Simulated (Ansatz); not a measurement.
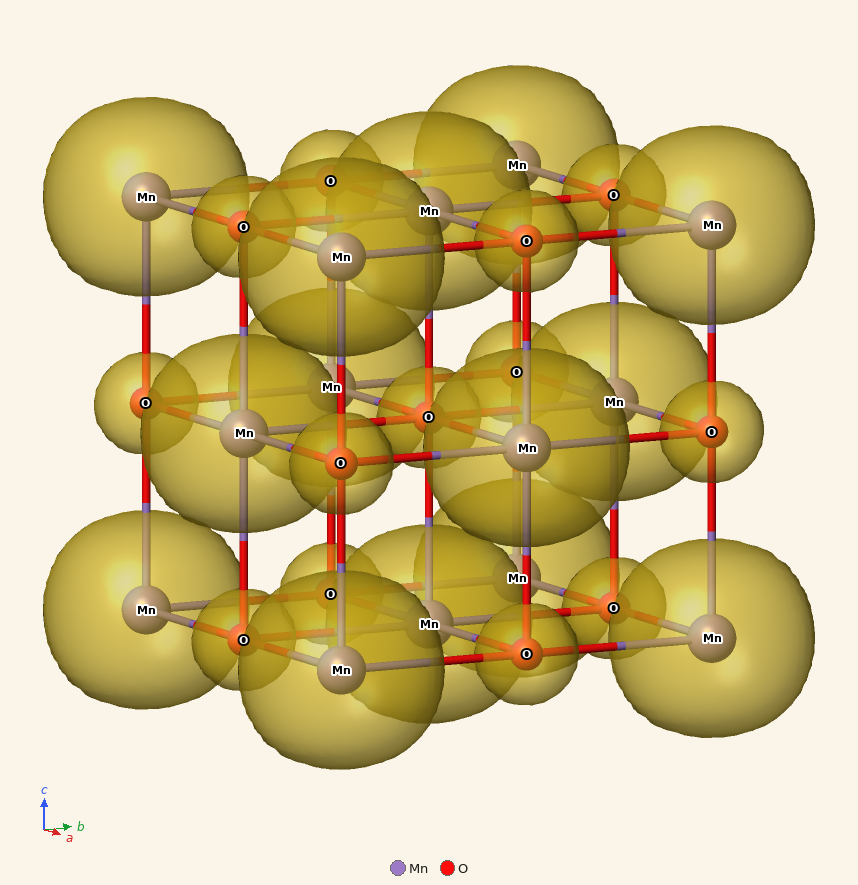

*MnO. Isosurface of the magnetisation density (up minus down) at +0.1 e/Å³ (yellow), seen at an oblique angle. Sticks mark near contacts.*

Space group Fm-3m; computed pressure about −8 GPa in this cell; spin-polarised.

These are results of Ansatz, DFT PBEsol, scalar-relativistic, plane waves, PAW, not measurements.

Q: Where is the spin, and how is it ordered?

A: The spin density sits on Mn: +4.0 μB (×4) in one cell of 8 atoms, with smaller moments on other sites: O (up to +0.22 μB): parallel main moments, as they must be, since the calculation's own cell holds one magnetic site. The cell of the calculation (2 atoms) carries 4.7 μB of net spin moment.
